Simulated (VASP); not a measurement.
**Band-structure calculation, with input and output: AgBr**

The run: band-structure calculation of AgBr (I4/mmm, 2 atoms in the cell). Method and program: DFT, PBE, plane waves, PAW (VASP 6.6.1).

The structure derives from an entry of the Crystallography Open Database. The geometry comes from this level: r2SCAN (a point of a series of strains). It belongs to a series of runs on one base structure; here: biaxial_xy strain -0.8%.

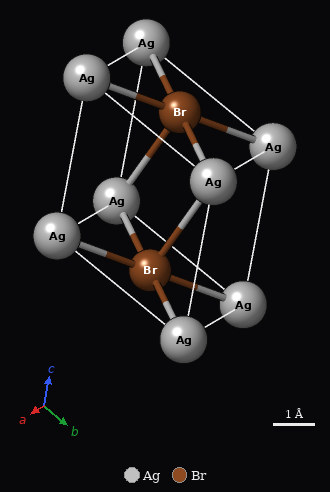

**Figure 1.** The structure (ball-and-stick view of the reduced cell, seen slightly off an axis). An atom can appear more than once, as a periodic image. Near neighbours in the periodic cell (some may lie outside the picture): Ag has 6 Br at 2.87 to 2.89 Å; Br has 6 Ag at 2.87 to 2.89 Å.

## INCAR
```
ENCUT = 520.000000
SIGMA = 0.020000
EDIFF = 1.00e-07
GGA = PE
PREC = Accurate
IBRION = -1
ISIF = 2
ISMEAR = -1
NBANDS = 16
NELM = 120
NSW = 0
LASPH = .TRUE.
LCHARG = .TRUE.
LELF = .TRUE.
LWAVE = .FALSE.
LREAL = .FALSE.
```

## KPOINTS
```
KPOINTS created by Atomic Simulation Environment
0
Gamma
8 8 8
0 0 0
```

## KPOINTS_OPT
```
special points
7
Reciprocal
0.0000000000 0.0000000000 0.0000000000 1
0.5000000000 0.0000000000 0.5000000000 1
0.6250000000 0.2500000000 0.6250000000 1
0.3750000000 0.3750000000 0.7500000000 1
0.5000000000 0.5000000000 0.5000000000 1
0.5000000000 0.2500000000 0.7500000000 1
0.0000000000 0.0000000000 0.5000000000 1
```

## POSCAR
```
Ag Br
 1.0000000000000000
     0.0000000000000000    2.8693309254999999    2.8927623000999998
     2.8693309254999999    0.0000000000000000    2.8927623000999998
     2.8693309254999999    2.8693309254999999    0.0000000000000000
 Ag  Br
   1   1
Cartesian
  0.0000000000000000  0.0000000000000000  0.0000000000000000
  2.8693309254999999  2.8693309254999999  2.8927623000999998
```

Run on 1 CPU thread, shared host.

Command:
```bash
mpirun -np 1 vasp_std
```

## OSZICAR
```
N       E                     dE             d eps       ncg     rms          rms(c)
DAV:   1     0.998654493102E+02    0.99865E+02   -0.82963E+03  1920   0.992E+02
DAV:   2    -0.144505172706E+01   -0.10131E+03   -0.93817E+02  2360   0.216E+02
DAV:   3    -0.508499500179E+01   -0.36399E+01   -0.36306E+01  2272   0.427E+01
DAV:   4    -0.510466048396E+01   -0.19665E-01   -0.19665E-01  2488   0.344E+00
DAV:   5    -0.510485345531E+01   -0.19297E-03   -0.19297E-03  2272   0.329E-01    0.588E+00
DAV:   6    -0.499165029991E+01    0.11320E+00   -0.17857E-01  2352   0.600E+00    0.385E+00
DAV:   7    -0.498742517936E+01    0.42251E-02   -0.60583E-02  2112   0.163E+00    0.156E+00
DAV:   8    -0.498747018660E+01   -0.45007E-04   -0.40267E-03  2328   0.637E-01    0.253E-01
DAV:   9    -0.498749483580E+01   -0.24649E-04   -0.49911E-04  2352   0.233E-01    0.326E-02
DAV:  10    -0.498751629677E+01   -0.21461E-04   -0.34769E-05  2432   0.775E-02    0.194E-02
DAV:  11    -0.498752297580E+01   -0.66790E-05   -0.13401E-05  2144   0.292E-02    0.631E-03
DAV:  12    -0.498752278331E+01    0.19248E-06   -0.11127E-06  2304   0.961E-03    0.202E-03
DAV:  13    -0.498752270225E+01    0.81060E-07   -0.17313E-07  2136   0.384E-03
   1 F= -.49875227E+01 E0= -.49875227E+01  d E =-.582348E-09
       N       E                     dE             ncg
DAV:   1     0.217706499367E+04   -0.29483E+04      224
DAV:   2     0.147780004027E+04   -0.69926E+03      272
DAV:   3     0.145354061748E+04   -0.24259E+02      256
DAV:   4     0.145340203396E+04   -0.13858E+00      312
DAV:   5     0.145340054392E+04   -0.14900E-02      248
DAV:   6     0.145340051611E+04   -0.27807E-04      328
DAV:   7     0.145340051552E+04   -0.59281E-06      248
DAV:   8     0.145340051551E+04   -0.11132E-07      256
```

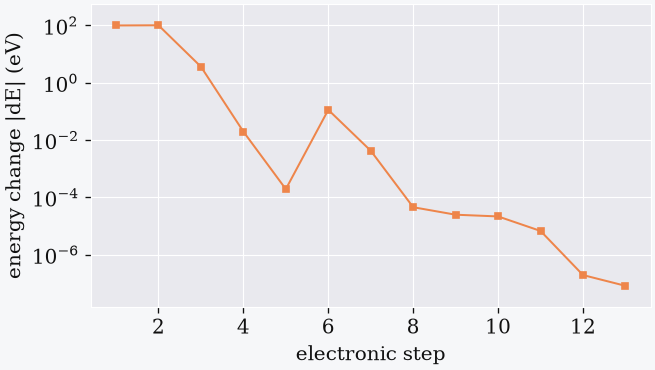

**Figure 2.** Convergence of the self-consistent field: energy change |dE| against the electronic step. It takes 13 electronic steps. The density is held fixed in the first few steps, and dE rises again when its update begins.

## Parts of OUTCAR
```
k-points           NKPTS =     59   k-points in BZ     NKDIM =     59   number of bands    NBANDS=     16

   NELECT =      18.0000    total number of electrons

   dimension x,y,z NGX =    30 NGY =   30 NGZ =   30
   dimension x,y,z NGXF=    60 NGYF=   60 NGZF=   60

  energy-cutoff  :      520.00
  volume of cell :       47.63
      direct lattice vectors                 reciprocal lattice vectors
     0.000000000  2.869330925  2.892762300    -0.174256652  0.174256652  0.172845173
     2.869330925  0.000000000  2.892762300     0.174256652 -0.174256652  0.172845173
     2.869330925  2.869330925  0.000000000     0.174256652  0.174256652 -0.172845173

 k-points in reciprocal lattice and weights: KPOINTS created by Atomic Simulation Env
   0.00000000  0.00000000  0.00000000       0.002
   0.12500000 -0.00000000  0.00000000       0.016
   0.25000000 -0.00000000  0.00000000       0.016
   0.37500000 -0.00000000  0.00000000       0.016
   0.50000000 -0.00000000  0.00000000       0.008
   0.12500000  0.12500000  0.00000000       0.004
   0.25000000  0.12500000  0.00000000       0.016
   0.37500000  0.12500000  0.00000000       0.016
   0.50000000  0.12500000  0.00000000       0.016
  -0.37500000  0.12500000  0.00000000       0.016
  -0.25000000  0.12500000  0.00000000       0.016
  -0.12500000  0.12500000  0.00000000       0.008
   0.25000000  0.25000000  0.00000000       0.004
   0.37500000  0.25000000  0.00000000       0.016
   0.50000000  0.25000000  0.00000000       0.016
  -0.37500000  0.25000000  0.00000000       0.016
  -0.25000000  0.25000000  0.00000000       0.008
   0.37500000  0.37500000  0.00000000       0.004
   0.50000000  0.37500000  0.00000000       0.016
  -0.37500000  0.37500000  0.00000000       0.008
   0.50000000  0.50000000  0.00000000       0.002
   0.12500000  0.00000000  0.12500000       0.008
   0.25000000 -0.00000000  0.12500000       0.031
   0.37500000 -0.00000000  0.12500000       0.031
   0.50000000 -0.00000000  0.12500000       0.031
  -0.37500000  0.00000000  0.12500000       0.031
  -0.25000000  0.00000000  0.12500000       0.031
  -0.12500000  0.00000000  0.12500000       0.016
   0.37500000  0.25000000  0.12500000       0.016
   0.50000000  0.25000000  0.12500000       0.031
  -0.37500000  0.25000000  0.12500000       0.031
  -0.25000000  0.25000000  0.12500000       0.031
  -0.12500000  0.25000000  0.12500000       0.016
   0.50000000  0.37500000  0.12500000       0.016
  -0.37500000  0.37500000  0.12500000       0.031
  -0.25000000  0.37500000  0.12500000       0.016
  -0.37500000  0.50000000  0.12500000       0.008
   0.25000000  0.00000000  0.25000000       0.008
   0.37500000 -0.00000000  0.25000000       0.031
   0.50000000 -0.00000000  0.25000000       0.031
  -0.37500000  0.00000000  0.25000000       0.031
  -0.25000000  0.00000000  0.25000000       0.016
   0.37500000  0.12500000  0.25000000       0.016
   0.50000000  0.12500000  0.25000000       0.031
  -0.37500000  0.12500000  0.25000000       0.016
  -0.37500000  0.37500000  0.25000000       0.016
  -0.25000000  0.37500000  0.25000000       0.031
  -0.12500000  0.37500000  0.25000000       0.016
  -0.25000000  0.50000000  0.25000000       0.008
   0.37500000  0.00000000  0.37500000       0.008
   0.50000000 -0.00000000  0.37500000       0.031
  -0.37500000  0.00000000  0.37500000       0.016
   0.50000000  0.12500000  0.37500000       0.016
  -0.37500000  0.12500000  0.37500000       0.031
  -0.25000000  0.12500000  0.37500000       0.016
  -0.12500000  0.50000000  0.37500000       0.008
   0.50000000  0.00000000  0.50000000       0.004
  -0.37500000  0.12500000  0.50000000       0.008
  -0.25000000  0.25000000  0.50000000       0.004

 E-fermi :   3.8989

 k-point     1 :       0.0000    0.0000    0.0000
  band No.  band energies     occupation
      1     -11.5033      2.00000
      2       0.7531      2.00000
      3       0.7630      2.00000
      4       0.7678      2.00000
      5       0.7715      2.00000
      6       0.7715      2.00000
      7       1.6138      2.00000
      8       1.6138      2.00000
      9       1.6424      2.00000
     10       4.2057      0.00000
     11      13.4299      0.00000
     12      13.4561      0.00000
     13      13.4561      0.00000
     14      14.6940      0.00000
     15      15.1666      0.00000
     16      15.3556      0.00000

 k-point     2 :       0.1250   -0.0000    0.0000
  band No.  band energies     occupation
      1     -11.4439      2.00000
      2       0.3636      2.00000
      3       0.3762      2.00000
      4       0.4189      2.00000
      5       0.8033      2.00000
      6       0.8121      2.00000
      7       1.2773      2.00000
      8       2.0848      2.00000
      9       2.0872      2.00000
     10       5.0482      0.00000
     11      12.1115      0.00000
     12      13.0398      0.00000
     13      13.1126      0.00000
     14      14.4271      0.00000
     15      14.4836      0.00000
     16      14.8545      0.00000

 k-point     3 :       0.2500   -0.0000    0.0000
  band No.  band energies     occupation
      1     -11.2941      2.00000
      2      -0.5756      2.00000
      3      -0.1496      2.00000
      4      -0.1274      2.00000
      5       0.9098      2.00000
      6       0.9144      2.00000
      7       1.2444      2.00000
      8       2.7635      2.00000
      9       2.7833      2.00000
     10       6.4020      0.00000
     11      10.6861      0.00000
     12      11.7195      0.00000
     13      11.8127      0.00000
     14      14.6662      0.00000
     15      14.8853      0.00000
     16      14.8964      0.00000

 k-point     4 :       0.3750   -0.0000    0.0000
  band No.  band energies     occupation
      1     -11.1342      2.00000
      2      -1.3824      2.00000
      3      -0.4927      2.00000
      4      -0.4675      2.00000
      5       1.0203      2.00000
      6       1.0205      2.00000
      7       1.3484      2.00000
      8       3.2980      2.00000
      9       3.3393      2.00000
     10       7.1899      0.00000
     11      10.0748      0.00000
     12      10.6652      0.00000
     13      10.7462      0.00000
     14      15.0648      0.00000
     15      15.9148      0.00000
     16      15.9516      0.00000

 k-point     5 :       0.5000   -0.0000    0.0000
  band No.  band energies     occupation
      1     -11.0646      2.00000
      2      -1.6801      2.00000
      3      -0.6115      2.00000
      4      -0.5855      2.00000
      5       1.0653      2.00000
      6       1.0676      2.00000
      7       1.4052      2.00000
      8       3.5067      2.00000
      9       3.5578      2.00000
     10       7.2870      0.00000
     11      10.0842      0.00000
     12      10.2709      0.00000
     13      10.3472      0.00000
     14      15.7655      0.00000
     15      16.6835      0.00000
     16      16.7448      0.00000

 [... the levels of 53 k-points are left out ...]

 k-point    59 :      -0.2500    0.2500    0.5000
  band No.  band energies     occupation
      1     -11.0025      2.00000
      2      -0.5796      2.00000
      3      -0.3718      2.00000
      4      -0.3718      2.00000
      5       1.1702      2.00000
      6       1.1830      2.00000
      7       1.2469      2.00000
      8       1.2469      2.00000
      9       2.0107      2.00000
     10       7.2428      0.00000
     11      10.6357      0.00000
     12      11.2230      0.00000
     13      11.2230      0.00000
     14      16.3250      0.00000
     15      16.3250      0.00000
     16      18.4096      0.00000

  Total        0.5956732      0.5956732      0.5141354      0.0000000      0.0000000     -0.0000000
  in kB       20.0361667     20.0361667     17.2935467      0.0000000      0.0000000     -0.0000000
  external PRESSURE =      19.1219600 kB  Pullay stress =       0.0000000 kB

 POSITION                                       TOTAL-FORCE (eV/Angst)
 -----------------------------------------------------------------------------------
      0.00000      0.00000      0.00000        -0.000000     -0.000000      0.000000
      2.86933      2.86933      2.89276         0.000000      0.000000     -0.000000
 -----------------------------------------------------------------------------------
    total drift:                               -0.000000      0.000000      0.000000

  FREE ENERGIE OF THE ION-ELECTRON SYSTEM (eV)
  ---------------------------------------------------
  free  energy   TOTEN  =        -4.9875227023 eV

  energy  without entropy=       -4.9875227017  energy(sigma->0) =       -4.98752270
```

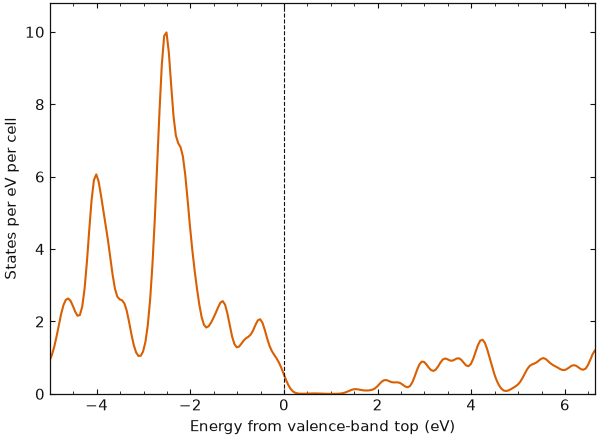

**Figure 3.** Density of states (the curve is built from the levels of the k mesh with Gaussians 0.3 eV wide, which also blur the band edges), with energies from the valence-band top. There is a gap of 0.65 eV on the k-point mesh. Small ripples come from the finite k-point mesh.

## Key numbers

```tsv
quantity	value
outcome	converged
space group (tolerance 0.01 Å)	I4/mmm (139)
electrons treated	18
free energy	−4.9875 eV
Fermi energy	3.899 eV
band gap	0.65 eV
pressure	1.91 GPa
largest force (length of the vector)	under 0.001 eV/Å
wall time	39 s
peak memory	0.22 GiB
```
